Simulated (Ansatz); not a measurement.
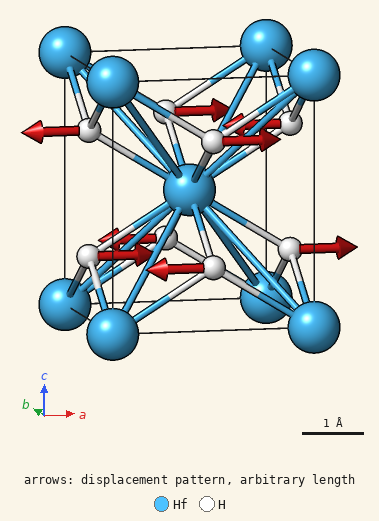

One vibrational mode of crystalline HfH2 at the zone centre. The red arrows are the displacements of the atoms (eigenvector over the root of the mass), of arbitrary overall length and sign. Style: ball-and-stick. Shown: the conventional cell (2 times the calculation's cell), slightly off an axis. Lengths and directions refer to the drawn axes.

Computed with DFT LDA, scalar-relativistic, plane waves, PAW (Ansatz 0.2.0). (plane-wave cutoff 420 eV; k-point mesh 18 × 18 × 18; occupations fermi dirac; smearing width 0.15 eV; no spin polarisation)

The frequencies depend somewhat on the k-mesh and the smearing.

> Give the symmetry, activity and frequency of this mode.

This is the E_g mode (doubly degenerate; one member of the set is drawn) at 158.6 meV, optical level 3 of 4, counted from below, Raman-active by symmetry. The Hf atoms stay at rest; all motion is along a; atoms of one kind move against one another, with no net shift of their sublattice; it stretches the shortest H–Hf bonds (2.02 Å).
